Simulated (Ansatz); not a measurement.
## Geometry relaxation, with input and output: Ir (part 2 of 2)

Ir (slab, 5 atoms in the cell); DFT PBE, scalar-relativistic, plane waves, PAW, no spin polarisation (Ansatz 0.2.0); cutoff 420 eV, 15×15×1 k-mesh, Gaussian smearing of 0.1 eV. The structure derives from an entry of the Crystallography Open Database. It belongs to a series of runs on one base structure; here: (1 1 1) slab, atoms relaxed.

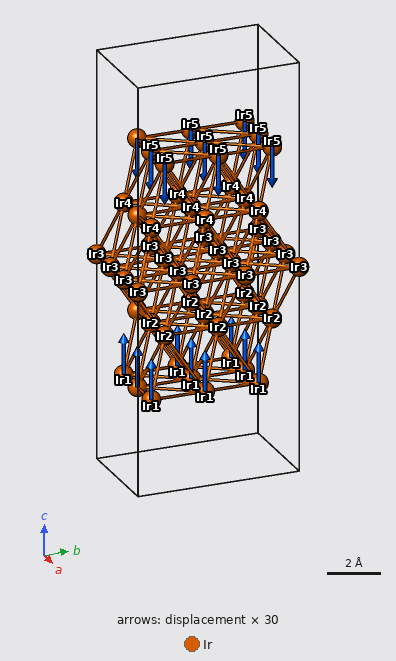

**Figure 1.** The starting structure with the displacements as blue arrows, magnified 30 times (ball-and-stick view of the 3 × 3 repeat of the cell, with the vacuum cut short, seen slightly off an axis). The largest moves, 0.054 Å, are those of Ir1 and Ir5. The cell stays as it was. Distances before and after: Ir1–Ir2 2.737 → 2.698 Å, Ir2–Ir3 2.737 → 2.732 Å. The energy falls by 5.0 meV per atom in 3 geometry steps. The largest force component goes from 0.48 to 0.0046 eV/Å. The line search rejected the trial step at point 1 (counted from 0) and went back. (Atoms are counted from 1 in the order of the input.)

```
WARN: The output density's exchange-correlation potential varies sharply where the density is thin. Do not read a vacuum level from v_tot or v_xc, or from such a field of the output density. On a cell that repeats whose density bears no net charge and no dipole along the vacuum's axis use v_es (v_loc + v_h of the components); under efield.dipole_correction with no amplitude use v_es + v_field, which holds any external_charges[].barrier, or the levels of the report's work_function block, which leave it out; under a non-zero efield.amplitude the vacuum is tilted and has no level; on a cell that repeats and bears such a dipole with no correction it is tilted too, and efield.dipole_correction with no amplitude gives each side of its ramp a level where efield: is served; in a cell that repeats whose density bears a net charge (total_charge, or a fill off its count) it is curved and has none; of a slab under crystal.periodic whose density bears no net charge use v_es, which has a level on each side, short of where the two are joined; of another it falls or rises all the way out and has none; of a slab beside external_charges read slab_vacuum_level instead, which it has where they leave it neutral. The grid or the basis barely resolves most such structure, and the values can differ between equally converged runs; as a rule a tighter scf.convergence.dr2_threshold does not remove it. Where the density itself ripples (under the LDA too) a higher basis.ecutwfc lessens it. The files hold the spikes' plane waves up to the density's cutoff. Files: v_tot_of_output_density and the like, and their columns of v_z.tsv (output.write_potential); v_xc_of_output_density and the like, and their columns of v_comp_z.tsv (output.write_potential_components). Measured: with its Gaussian average of σ = 0.25 Å subtracted twice, the exchange-correlation potential is over 0.1 eV at 12 of the grid points where the equally averaged density (valence and model cores) is under 1e-3 e/Å³, and 0.159 eV at the most among them, at an averaged density of 1.6e-8 e/Å³. The input density's (outcome.potential() and, of a run that writes arrays, v_tot and v_xc) is over 0.1 eV, so measured, at 74 points of its own thin density, 0.121 eV at the most. See output.write_potential in the manual, Limitations
SCF converged after 6 iterations
Free energy (F): -59674.713429 eV
Harris-Foulkes:  -59674.713429 eV  (|F-HF|=2.26e-8)
Internal energy: -59674.690567 eV  (E = F + TS)
E sigma→0 (E₀):  -59674.701998 eV
Entropy (-TS):   -0.022862 eV (-4.572 meV/atom)
Fermi energy:    8.711516 eV
Dipole field:    D = -0.000001 V/Å  (p = -0.000001 e·Å, saw-weighted, corrected)
Work function:   Φ+ = 5.5238 eV   Φ− = 5.5238 eV
Levels:          The Fermi level and band energies are counted from a zero that moves with the ramp; work functions are not
--- Per-component energies (eV) ---
  E_band       = -1836.301390
  E_kinetic    = 3106.890070
  E_local      = -124396.633544  (includes V_loc(G=0)·N_el)
  E_nonlocal   = 364.062629
  E_hartree    = 60871.618352
  E_xc         = -1335.700009
  E_vxc        = -1494.781194  (∫ρ·V_xc dr)
  E_paw        = -46116.735860  (= ΣΔE_a)
  E_vpaw       = -1159.062150  (= ΣTr[D̂ρ^β])
  E_aug_tail   = 0.000275  (compensation charges beyond the density's cutoff)
  E_efield     = 0.000000  (sawtooth field / dipole correction)
  E_vefield    = 0.000000  (∫n·V_field dr)
  E_ewald      = 47831.807520
  E_smearing   = -0.022862  (= −TS)
  E_closure    = -0.000000  (closes the sum)
  Σ components = -59674.713429   (vs F -59674.713429, Δ=0.00e0)
--- Forces (eV/Å), atoms counted from 1 ---
  atom   1  Ir    -0.00000000    -0.00000000     0.00406632
  atom   2  Ir     0.00000000    -0.00000000    -0.00463712
  atom   3  Ir     0.00000000    -0.00000000     0.00000015
  atom   4  Ir     0.00000000     0.00000000     0.00463673
  atom   5  Ir    -0.00000000     0.00000000    -0.00406601
  max |Σ_I F_I| component: 6.16e-8 eV/Å
--- Band table (eV; the first three rows and the last of 27) ---
  k-point 0: bands = ["-84.1266", "-84.1221", "-84.0216", "-83.5631", "-83.5631", "-41.2719", "-41.0775", "-40.7664", "-40.7260", "-40.7260", "-40.7153", "-40.7153", "-40.5894", "-40.5894", "-40.3024", "-40.2923", "-40.1824", "-40.1824", "-40.1824", "-40.1824", "-1.7980", "-0.7891", "0.4646", "1.0504", "1.1164", "4.7221", "4.8599", "4.9287", "4.9287", "5.1254", "5.1254", "5.1755", "5.1755", "5.2980", "5.7320", "5.7320", "5.8143", "5.8143", "6.1517", "7.5481", "7.5481", "7.6299", "7.6299", "8.1883", "8.1883", "8.3046", "8.9194", "9.0404", "9.0404", "9.5329", "9.5329"]
  k-point 1: bands = ["-84.1247", "-84.1204", "-84.0201", "-83.5614", "-83.5614", "-41.2638", "-41.0749", "-40.7866", "-40.7503", "-40.7327", "-40.7213", "-40.7207", "-40.6132", "-40.5946", "-40.2999", "-40.2915", "-40.2059", "-40.2056", "-40.1882", "-40.1881", "-1.6283", "-0.6243", "0.6313", "1.2135", "1.2859", "4.5283", "4.6459", "4.8268", "5.0565", "5.1038", "5.1179", "5.2185", "5.3130", "5.3140", "5.6943", "5.7385", "5.8359", "5.9460", "6.0083", "7.3072", "7.3435", "7.6832", "7.7198", "7.7754", "8.1122", "8.2055", "8.5966", "9.0499", "9.5475", "9.7131", "10.4769"]
  k-point 2: bands = ["-84.1194", "-84.1156", "-84.0158", "-83.5567", "-83.5567", "-41.2406", "-41.0691", "-40.8518", "-40.8178", "-40.7517", "-40.7383", "-40.7287", "-40.6775", "-40.6093", "-40.2961", "-40.2925", "-40.2695", "-40.2671", "-40.2043", "-40.2043", "-1.1424", "-0.1617", "1.0881", "1.6601", "1.7541", "4.0614", "4.3235", "4.5033", "4.7141", "4.9601", "5.3046", "5.3764", "5.5063", "5.5626", "5.6879", "5.7086", "5.8205", "6.0872", "6.3291", "6.8264", "7.1527", "7.2216", "7.3775", "7.7216", "8.0167", "8.2442", "9.0697", "9.1786", "9.5860", "10.6799", "11.7544"]
  k-point 26: bands = ["-84.0775", "-84.0775", "-83.9822", "-83.5197", "-83.5197", "-41.1781", "-41.1463", "-41.1463", "-41.1086", "-41.0571", "-41.0571", "-40.8734", "-40.8734", "-40.8015", "-40.5604", "-40.5592", "-40.5307", "-40.5307", "-40.2631", "-40.2631", "2.6541", "2.7268", "2.7268", "3.2359", "3.3105", "3.3105", "3.5249", "3.8145", "3.8145", "4.6399", "4.9832", "4.9832", "5.7824", "5.8352", "5.8352", "5.8405", "6.9942", "6.9942", "7.3802", "7.6342", "8.7420", "8.7420", "9.1425", "9.2260", "9.2260", "13.9890", "13.9890", "14.1944", "14.8984", "14.8984", "15.8496"]
--- Relaxed structure (4 steps of the walk, 3 accepted, 0 SCFs on fresh bases) ---
  F+E_penalty+E_count = -59674.71342890 eV   max|allowed force component| = 4.637e-3 eV/Å
  atoms:
    - { symbol: Ir, position: [0.6666666666666665, 0.3333333333333333, 0.31556466802650074] }
    - { symbol: Ir, position: [0.3333333333333333, 0.6666666666666666, 0.4068904506321712] }
    - { symbol: Ir, position: [5.8569624385866e-34, 1.0400402216663861e-33, 0.4999999997996144] }
    - { symbol: Ir, position: [0.6666666666666665, 0.3333333333333333, 0.5931095498305169] }
    - { symbol: Ir, position: [0.3333333333333333, 0.6666666666666666, 0.6844353317111965] }
```

### Trajectory as extended XYZ (Å, eV, eV/Å), 4 frames, from step=1 to step=4
```
5
Lattice="2.7370 0.0000 0.0000 -1.3685 2.3703 0.0000 0.0000 0.0000 23.9389" Properties=species:S:1:pos:R:3:forces:R:3 step=1 energy=-59674.68835
Ir    1.3685    0.7901    7.5000    0.0000   0.0000   0.4791
Ir    0.0000    1.5802    9.7347    0.0000   0.0000  -0.3426
Ir    0.0000    0.0000   11.9695    0.0000   0.0000   0.0000
Ir    1.3685    0.7901   14.2042    0.0000   0.0000   0.3426
Ir    0.0000    1.5802   16.4389    0.0000   0.0000  -0.4791
5
Lattice="2.7370 0.0000 0.0000 -1.3685 2.3703 0.0000 0.0000 0.0000 23.9389" Properties=species:S:1:pos:R:3:forces:R:3 step=2 energy=-59674.63352 accepted=F
Ir    1.3685    0.7901    7.6543    0.0000   0.0000  -0.9743
Ir    0.0000    1.5802    9.7660    0.0000   0.0000   0.5327
Ir    0.0000    0.0000   11.9695    0.0000   0.0000   0.0000
Ir    1.3685    0.7901   14.1729    0.0000   0.0000  -0.5327
Ir    0.0000    1.5802   16.2846    0.0000   0.0000   0.9743
5
Lattice="2.7370 0.0000 0.0000 -1.3685 2.3703 0.0000 0.0000 0.0000 23.9389" Properties=species:S:1:pos:R:3:forces:R:3 step=3 energy=-59674.71302
Ir    1.3685    0.7901    7.5590    0.0000   0.0000  -0.0641
Ir    0.0000    1.5802    9.7388    0.0000   0.0000   0.0739
Ir    0.0000    0.0000   11.9695    0.0000   0.0000   0.0000
Ir    1.3685    0.7901   14.2001    0.0000   0.0000  -0.0739
Ir    0.0000    1.5802   16.3799    0.0000   0.0000   0.0641
5
Lattice="2.7370 0.0000 0.0000 -1.3685 2.3703 0.0000 0.0000 0.0000 23.9389" Properties=species:S:1:pos:R:3:forces:R:3 step=4 energy=-59674.71343
Ir    1.3685    0.7901    7.5543    0.0000   0.0000   0.0041
Ir    0.0000    1.5802    9.7405    0.0000   0.0000  -0.0046
Ir    0.0000    0.0000   11.9695    0.0000   0.0000   0.0000
Ir    1.3685    0.7901   14.1984    0.0000   0.0000   0.0046
Ir    0.0000    1.5802   16.3846    0.0000   0.0000  -0.0041
```

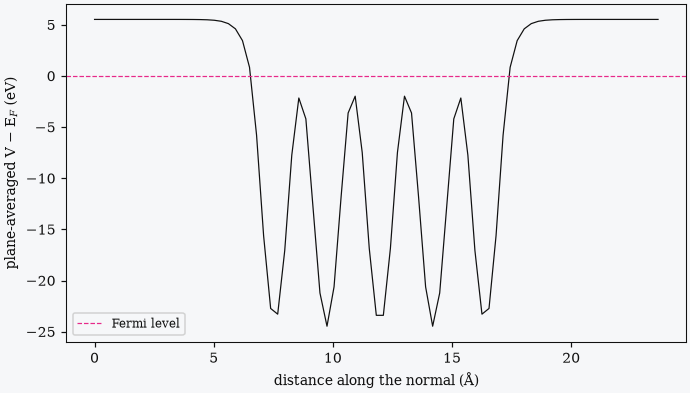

**Figure 2.** Plane average of the electrostatic potential energy of an electron across the cell, from the Fermi level. The vacuum level lies 5.52 eV above the Fermi level.

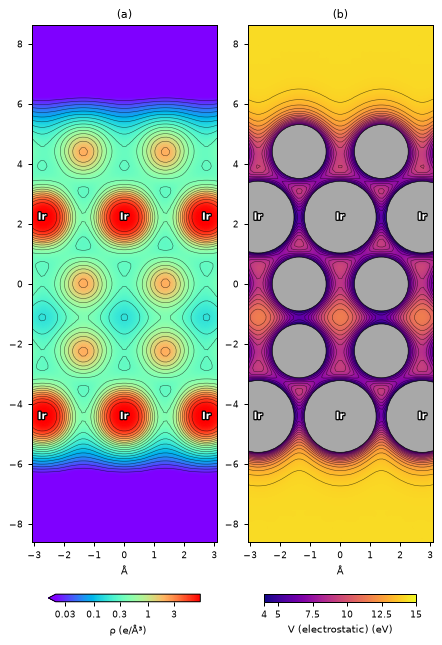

**Figure 3.** (a) valence charge density (pseudo); (b) electrostatic potential (local pseudopotential plus Hartree) felt by an electron on the (11̄0) plane of the calculation cell, a cut from vacuum to vacuum. Grey discs, where drawn, cover atomic cores. The section cuts through Ir sites. The density dies away to nearly zero in the vacuum. Core electrons are frozen (PAW), so the fields are smoothed inside the atomic spheres.

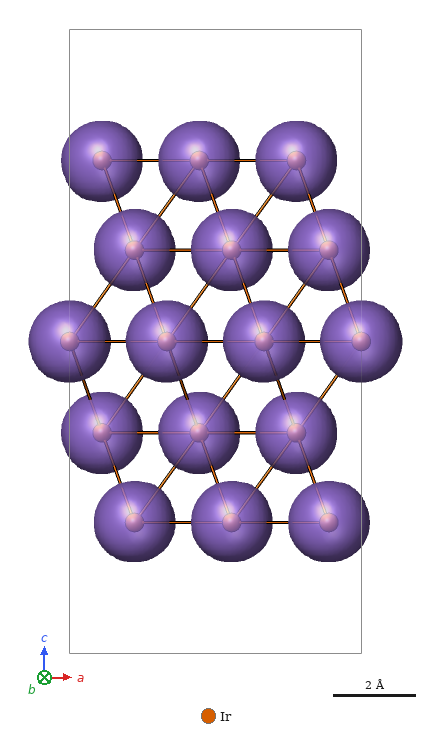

**Figure 4.** Isosurface of the valence electron density at 0.8 e/Å³ (purple), seen along the b axis. Sticks mark near contacts. At this value the density breaks into separate islands; it holds about 75 % of the electrons treated as valence (semicore included). It is pinched off along the Ir–Ir (2.70 Å) contacts. On the grid the lowest density along these lines, outside the cores, is 0.47 e/Å³ (Ir–Ir, 2.70 Å).

The run was set up as follows.

### Input
```yaml
crystal:
  lattice:
    - [2.7369678024, 0.0, 0.0]
    - [-1.3684839012, 2.3702836462, 0.0]
    - [0.0, 0.0, 23.9388994111]
  atoms:
    - { symbol: Ir, position: [0.6666666667, 0.3333333333, 0.3132976112] }
    - { symbol: Ir, position: [0.3333333333, 0.6666666667, 0.4066488056] }
    - { symbol: Ir, position: [0.0, 0.0, 0.5] }
    - { symbol: Ir, position: [0.6666666667, 0.3333333333, 0.5933511944] }
    - { symbol: Ir, position: [0.3333333333, 0.6666666667, 0.6867023888] }
basis:
  ecutwfc: 420
kpoints:
  mp_grid: { grid: [15, 15, 1] }
hamiltonian:
  xc: pbe
scf:
  occupations: { method: gaussian, width: 0.1 }
output:
  forces: true
  eigenvalues: true
  write_density: true
  write_potential: true
  elf: true
  volumetric_format: npy
relax:
  adjacent_minimum: "off"
  f_tol: 0.02
  max_steps: 60
efield:
  axis: 3
  dipole_correction: true
  ramp_width: 0.04
```

Launch command:
```bash
ansatz run input.yaml --threads 1 --pin off --max-ram 2560MiB --backend cpu --events-out ev --progress --plain --runs-dir out
```

### Results in brief

```json
{"quantity": "outcome", "value": "converged"}
{"quantity": "electrons treated", "value": "85"}
{"quantity": "free energy", "value": "−59674.7134 eV"}
{"quantity": "work function, top face", "value": "5.52 eV"}
{"quantity": "work function, bottom face", "value": "5.52 eV"}
{"quantity": "Fermi energy", "value": "8.712 eV"}
{"quantity": "gap on the k-point mesh", "value": "none (metallic)"}
{"quantity": "final volume", "value": "155.30 Å³"}
{"quantity": "work function (upper face)", "value": "5.52 eV"}
{"quantity": "largest force (length of the vector) at the end", "value": "0.005 eV/Å"}
{"quantity": "hardware", "value": "1 thread of Intel Xeon (Sapphire Rapids), 192 GiB of memory available, shared host"}
{"quantity": "wall time", "value": "1.8 min"}
{"quantity": "peak memory", "value": "0.51 GiB"}
```

### Notes

Warnings of the run: the exchange-correlation potential is rough where the density is thin. Spin–orbit coupling is left out, which matters for Ir.
